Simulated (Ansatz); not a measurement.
# Two runs on GaSb

System: GaSb (Fm-3m, 2 atoms in the cell).
Method of run 1: DFT HSE06, scalar-relativistic, plane waves, PAW, no spin polarisation (Ansatz 0.2.0).

Text and figures count atoms from 1; the logs count them from 0 in places.

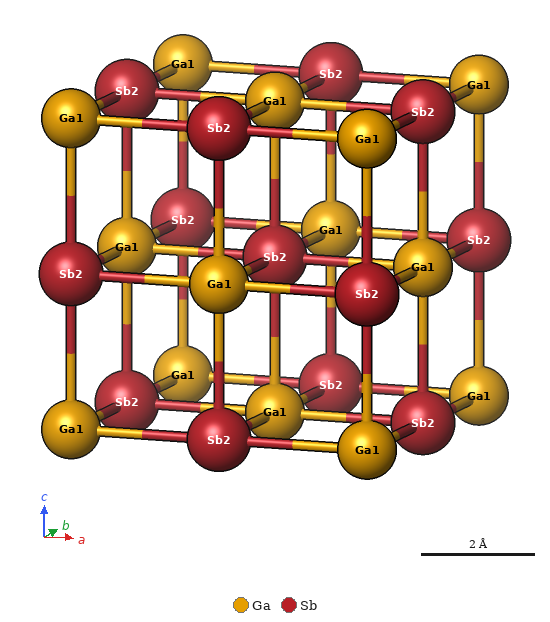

**Figure 1.** The structure as given in the input (ball-and-stick view of the cell 4 times as large as that of the calculation, set on its symmetry axes, seen slightly off an axis; atoms are numbered from 1 in the order of the input). An atom can appear more than once, as a periodic image. Near neighbours in the periodic cell (some may lie outside the picture): Ga has 6 Sb at 2.82 Å; Sb has 6 Ga at 2.82 Å.

### Input file, run 1
```yaml
crystal:
  lattice:
    - [0.0, 2.82, 2.82]
    - [2.82, 0.0, 2.82]
    - [2.82, 2.82, 0.0]
  atoms:
    - { symbol: Ga, position: [0.0, 0.0, 0.0] }
    - { symbol: Sb, position: [0.5, 0.5, 0.5] }
basis:
  ecutwfc: 420
kpoints:
  mp_grid: { grid: [6, 6, 6] }
hamiltonian:
  xc: hse06
scf:
  occupations: { method: gaussian, width: 0.05 }
output:
  forces: true
  stress: true
  eigenvalues: true
```

Launched with:
```bash
ansatz run input.yaml --threads 4 --pin off --max-ram 12288MiB --backend cpu --events-out ev --progress --plain --runs-dir out
```

Hardware: 4 threads of Intel Xeon (Sapphire Rapids), 192 GiB of memory available, shared host.

### Output, shortened to warnings, some set-up lines, iterations and results (run 1)
```
Warning: output.stress: scf.convergence.dr2_threshold = 1e-7 eV (the SCF's general default) is looser than the 2e-10 eV advised for a printed stress (1e-10 eV for each atom of the cell: 2). What an SCF threshold leaves in a stress goes as its square root, and in the free energy as the threshold itself, and one threshold admits the most on a small cell: of the crystals measured, under no hybrid …
Warning: output.stress: scf.exx.energy_threshold = 1e-6 eV is looser than the 2e-8 eV advised for a stress under a hybrid functional (1e-8 eV for each atom of the cell: 2). Every SCF of the exchange loop can meet its threshold on dr2 while the loop round them stops early: no threshold on dr2 bounds what that leaves in the stress. Set scf.exx.energy_threshold to 2e-8 eV or tighter. The threshold …
Basis set: ecut = 420 eV, 893 PW (Γ), exchange–correlation on 54×54×54 points (8 copies of the dense FFT grid, shifted against one another)
Symmetry: 48 space group operations
k-points: 16 of 216
Initial density: superposition of atomic densities (neutral atoms: chi_scale 0, normalization atom), corrected by the library's trained network
[...]
SCF iter   1: F=—  HF=-10267.309301 eV  |F-HF|=—  |Δ(HF+E_count)|=         —  Δρ=1.58e-3  dr2=1.87e-3  ethr=1.77e-3  ⟨swp⟩=7.2  Hψ=1138  notcnv=0
SCF iter   2: F=—  HF=-10267.309415 eV  |F-HF|=—  |Δ(HF+E_count)|=   1.15e-4  Δρ=7.40e-4  dr2=1.88e-4  ethr=6.60e-7  ⟨swp⟩=2.2  Hψ=1321  notcnv=0
SCF iter   3: F=—  HF=-10267.309427 eV  |F-HF|=—  |Δ(HF+E_count)|=   1.19e-5  Δρ=2.59e-4  dr2=3.77e-5  ethr=6.60e-7  ⟨swp⟩=3.8  Hψ=658  notcnv=0
SCF iter   4: F=—  HF=-10267.309439 eV  |F-HF|=—  |Δ(HF+E_count)|=   1.16e-5  Δρ=7.31e-5  dr2=1.32e-6  ethr=1.35e-7  ⟨swp⟩=3.5  Hψ=676  notcnv=0
SCF iter   5: F=—  HF=-10267.309441 eV  |F-HF|=—  |Δ(HF+E_count)|=   1.88e-6  Δρ=1.76e-5  dr2=7.67e-8  ethr=4.72e-9  ⟨swp⟩=3.0  Hψ=678  notcnv=0
[... 11 lines ...]
SCF iter   1: F=—  HF=-10271.995608 eV  |F-HF|=—  |Δ(HF+E_count)|=         —  Δρ=3.34e-5  dr2=5.68e-7  ethr=1.06e-6  ⟨swp⟩=4.9  Hψ=680  notcnv=0
SCF iter   2: F=—  HF=-10271.995610 eV  |F-HF|=—  |Δ(HF+E_count)|=   1.88e-6  Δρ=2.15e-5  dr2=2.36e-7  ethr=1.52e-9  ⟨swp⟩=4.2  Hψ=921  notcnv=0
SCF iter   3: F=—  HF=-10271.995610 eV  |F-HF|=—  |Δ(HF+E_count)|=   2.58e-8  Δρ=1.31e-5  dr2=1.01e-7  ethr=7.57e-10  ⟨swp⟩=2.1  Hψ=515  notcnv=0
SCF iter   4: F=-10271.995610 eV  HF=-10271.995610 eV  |F-HF|=1.75e-9  |Δ(HF+E_count)|=   1.90e-9  Δρ=2.83e-6  dr2=5.11e-9  ethr=2.72e-10  ⟨swp⟩=3.1  Hψ=601  notcnv=0
SCF 3 converged in 4 iterations: F = -10271.995610 eV  dr2 = 5.11e-9
  Residual-converged pass: ⟨swp⟩=3.1  Hψ=717  notcnv=0  max |occ|·‖R‖ = 2.4e-6 eV (tolerance 2.4e-6 eV)  dr2=5.30e-9  dr2_onsite=7.02e-10  max |Δocc| = 8.0e-11
hybrid outer 2: dexx = +9.288e-7 eV, tail = 2.24e-8 eV, Δε = 5.46e-3 eV (about 1.57e-4 eV left of the loop's levels)
hybrid SCF converged: 2 outer / 10 inner (+8 warm-up), last move |dexx| = 9.29e-7 eV, tail = 2.24e-8 eV
Stability not checked: this state was not tested for a lower state beside it, because the functional holds exact exchange (a hybrid, or Hartree-Fock), whose exchange loop this test does not read (fock_operator; see scf.lower_state_search)
Free energy (F): -10271.995610 eV
Frozen-core exchange: fock
Harris-Foulkes:  -10271.995610 eV  (|F-HF|=1.75e-9)
Internal energy: -10271.992934 eV  (E = F + TS)
E sigma→0 (E₀):  -10271.994272 eV
Entropy (-TS):   -0.002676 eV (-1.338 meV/atom)
Fermi energy:    10.908314 eV
--- Per-component energies (eV) ---
  E_band       = -235.483764
  E_kinetic    = 322.435098
  E_local      = -3293.242673  (includes V_loc(G=0)·N_el)
  E_nonlocal   = 787.078350
  E_hartree    = 1538.696193
  E_xc         = -167.261103
  E_vxc        = -124.800271  (∫ρ·V_xc dr)
  E_exx        = -88.472916  (= α·E_x^exact, valence–valence)
  E_paw        = -6522.797526  (= ΣΔE_a)
  E_vpaw       = -827.404282  (= ΣTr[D̂ρ^β])
  E_aug_tail   = -0.000114  (compensation charges beyond the density's cutoff)
  E_ewald      = -2848.565803
  E_core_change = 0.137557  (= ΣΔE_core)
  E_smearing   = -0.002676  (= −TS)
  E_closure    = 0.000002  (closes the sum)
  Σ components = -10271.995610   (vs F -10271.995610, Δ=0.00e0)
--- Forces (eV/Å), atoms counted from 1 ---
  atom   1  Ga     0.00000000    -0.00000000     0.00000000
  atom   2  Sb     0.00000000     0.00000000     0.00000000
  max |Σ_I F_I| component: 3.79e-29 eV/Å
--- Stress (GPa, compression-positive) ---
        3.626824      -0.000000      -0.000000
        0.000000       3.626824       0.000000
        0.000000       0.000000       3.626824
  P = ⅓ Tr σ = 3.6268 GPa (36.268 kbar)
```

The input of run 2 differs as follows (lines with − go, lines with + come):
```diff
-    - [0.0, 2.82, 2.82]
-    - [2.82, 0.0, 2.82]
-    - [2.82, 2.82, 0.0]
+    - [0.0, 2.867145896, 2.867145896]
+    - [2.867145896, 0.0, 2.867145896]
+    - [2.867145896, 2.867145896, 0.0]
```

What does this change do to the results?

With the same functional and potentials, run 2 lies 12.4 meV per atom lower. The pressure goes from 3.63 to 0.00 GPa. The volume per atom goes from 22.43 to 23.57 Å³. The cell is scaled evenly with the atoms at fixed fractional positions, so −ΔP/Δ ln V estimates the bulk modulus midway between the two volumes: about 73 GPa. The SCF takes 17 iterations against 18. The plane waves at Γ go from 893 to 941.

### Output, shortened to warnings, some set-up lines, iterations and results (run 2)
```
Warning: output.stress: scf.convergence.dr2_threshold = 1e-7 eV (the SCF's general default) is looser than the 2e-10 eV advised for a printed stress (1e-10 eV for each atom of the cell: 2). What an SCF threshold leaves in a stress goes as its square root, and in the free energy as the threshold itself, and one threshold admits the most on a small cell: of the crystals measured, under no hybrid …
Warning: output.stress: scf.exx.energy_threshold = 1e-6 eV is looser than the 2e-8 eV advised for a stress under a hybrid functional (1e-8 eV for each atom of the cell: 2). Every SCF of the exchange loop can meet its threshold on dr2 while the loop round them stops early: no threshold on dr2 bounds what that leaves in the stress. Set scf.exx.energy_threshold to 2e-8 eV or tighter. The threshold …
Basis set: ecut = 420 eV, 941 PW (Γ), exchange–correlation on 60×60×60 points (8 copies of the dense FFT grid, shifted against one another)
Symmetry: 48 space group operations
k-points: 16 of 216
Initial density: superposition of atomic densities (neutral atoms: chi_scale 0, normalization atom), corrected by the library's trained network
[...]
SCF iter   1: F=—  HF=-10267.362954 eV  |F-HF|=—  |Δ(HF+E_count)|=         —  Δρ=1.37e-3  dr2=1.56e-3  ethr=1.77e-3  ⟨swp⟩=7.1  Hψ=1133  notcnv=0
SCF iter   2: F=—  HF=-10267.363126 eV  |F-HF|=—  |Δ(HF+E_count)|=   1.72e-4  Δρ=6.48e-4  dr2=1.57e-4  ethr=5.56e-6  ⟨swp⟩=3.9  Hψ=801  notcnv=0
SCF iter   3: F=—  HF=-10267.363145 eV  |F-HF|=—  |Δ(HF+E_count)|=   1.89e-5  Δρ=2.35e-4  dr2=3.36e-5  ethr=5.61e-7  ⟨swp⟩=4.0  Hψ=706  notcnv=0
SCF iter   4: F=—  HF=-10267.363156 eV  |F-HF|=—  |Δ(HF+E_count)|=   1.11e-5  Δρ=6.51e-5  dr2=1.18e-6  ethr=4.12e-9  ⟨swp⟩=3.2  Hψ=1271  notcnv=0
SCF iter   5: F=—  HF=-10267.363158 eV  |F-HF|=—  |Δ(HF+E_count)|=   1.54e-6  Δρ=1.72e-5  dr2=6.58e-8  ethr=4.12e-9  ⟨swp⟩=3.0  Hψ=668  notcnv=0
[... 10 lines ...]
SCF iter   1: F=—  HF=-10272.020335 eV  |F-HF|=—  |Δ(HF+E_count)|=         —  Δρ=3.04e-5  dr2=4.72e-7  ethr=8.10e-7  ⟨swp⟩=4.4  Hψ=652  notcnv=0
SCF iter   2: F=—  HF=-10272.020336 eV  |F-HF|=—  |Δ(HF+E_count)|=   9.59e-7  Δρ=1.60e-5  dr2=1.04e-7  ethr=1.34e-9  ⟨swp⟩=4.1  Hψ=985  notcnv=0
SCF iter   3: F=—  HF=-10272.020336 eV  |F-HF|=—  |Δ(HF+E_count)|=   9.96e-9  Δρ=7.86e-6  dr2=1.63e-8  ethr=3.10e-10  ⟨swp⟩=2.1  Hψ=525  notcnv=0
SCF iter   4: F=-10272.020336 eV  HF=-10272.020336 eV  |F-HF|=2.95e-10  |Δ(HF+E_count)|=   2.78e-9  Δρ=7.56e-7  dr2=3.02e-9  ethr=4.72e-11  ⟨swp⟩=3.1  Hψ=608  notcnv=0
SCF 3 converged in 4 iterations: F = -10272.020336 eV  dr2 = 3.02e-9
  Residual-converged pass: ⟨swp⟩=2.9  Hψ=674  notcnv=0  max |occ|·‖R‖ = 2.4e-6 eV (tolerance 2.4e-6 eV)  dr2=3.12e-9  dr2_onsite=1.82e-10  max |Δocc| = 1.3e-11
hybrid outer 2: dexx = +6.108e-7 eV, tail = 1.85e-8 eV, Δε = 3.25e-3 eV (about 8.98e-5 eV left of the loop's levels)
hybrid SCF converged: 2 outer / 10 inner (+7 warm-up), last move |dexx| = 6.11e-7 eV, tail = 1.85e-8 eV
Stability not checked: this state was not tested for a lower state beside it, because the functional holds exact exchange (a hybrid, or Hartree-Fock), whose exchange loop this test does not read (fock_operator; see scf.lower_state_search)
Free energy (F): -10272.020336 eV
Frozen-core exchange: fock
Harris-Foulkes:  -10272.020336 eV  (|F-HF|=2.95e-10)
Internal energy: -10272.017247 eV  (E = F + TS)
E sigma→0 (E₀):  -10272.018791 eV
Entropy (-TS):   -0.003089 eV (-1.545 meV/atom)
Fermi energy:    10.152585 eV
--- Per-component energies (eV) ---
  E_band       = -254.441632
  E_kinetic    = 320.922522
  E_local      = -3366.811099  (includes V_loc(G=0)·N_el)
  E_nonlocal   = 786.929019
  E_hartree    = 1566.281193
  E_xc         = -166.639058
  E_vxc        = -123.974056  (∫ρ·V_xc dr)
  E_exx        = -88.306039  (= α·E_x^exact, valence–valence)
  E_paw        = -6522.805794  (= ΣΔE_a)
  E_vpaw       = -827.457426  (= ΣTr[D̂ρ^β])
  E_aug_tail   = -0.000119  (compensation charges beyond the density's cutoff)
  E_ewald      = -2801.725428
  E_core_change = 0.137557  (= ΣΔE_core)
  E_smearing   = -0.003089  (= −TS)
  E_closure    = 0.000000  (closes the sum)
  Σ components = -10272.020336   (vs F -10272.020336, Δ=0.00e0)
--- Forces (eV/Å), atoms counted from 1 ---
  atom   1  Ga    -0.00000000    -0.00000000    -0.00000000
  atom   2  Sb     0.00000000     0.00000000     0.00000000
  max |Σ_I F_I| component: 5.17e-29 eV/Å
--- Stress (GPa, compression-positive) ---
        0.002547      -0.000000       0.000000
       -0.000000       0.002547       0.000000
        0.000000       0.000000       0.002547
  P = ⅓ Tr σ = 0.0025 GPa (0.025 kbar)
```

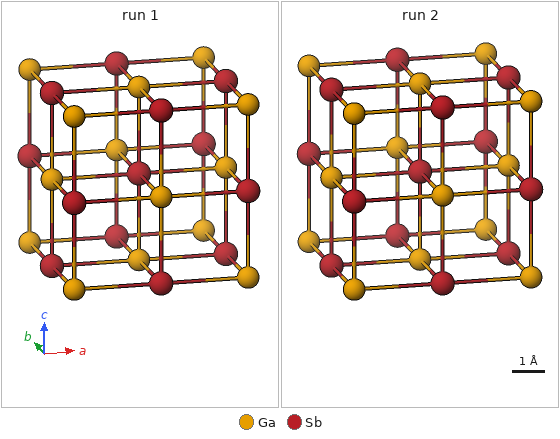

**Figure 2.** The two input geometries at one scale (ball-and-stick view of the cell 4 times as large as that of the calculation, set on its symmetry axes, seen slightly off an axis). The atoms keep their places relative to the cell (all moves are under 0.005 Å). Cell: a = b = c 5.640 → 5.734 Å (+1.7 %). Volume +5.1 %. Among the contacts that change: Ga–Sb 2.820 → 2.867 Å.

### The two runs side by side

| quantity | run 1 | run 2 |
| --- | --- | --- |
| outcome | converged | converged |
| free energy per atom (eV) | −5135.9978 | −5136.0102 |
| energy per atom, smearing taken to zero (eV) | −5135.9971 | −5136.0094 |
| gap on the mesh (eV) | 0.00 | 0.00 |
| pressure (GPa) | 3.63 | 0.00 |
| volume per atom (Å³) | 22.43 | 23.57 |
| largest force (eV/Å) | 0.000 | 0.000 |
| SCF iterations | 18 | 17 |
| irreducible k-points | 16 | 16 |
| plane waves at Γ | 893 | 941 |
| wall time (shared host) | 17 s | 19 s |

For both runs: Warnings: the exchange loop's threshold is looser than advised for the stress; the SCF threshold is looser than advised for the printed stress.
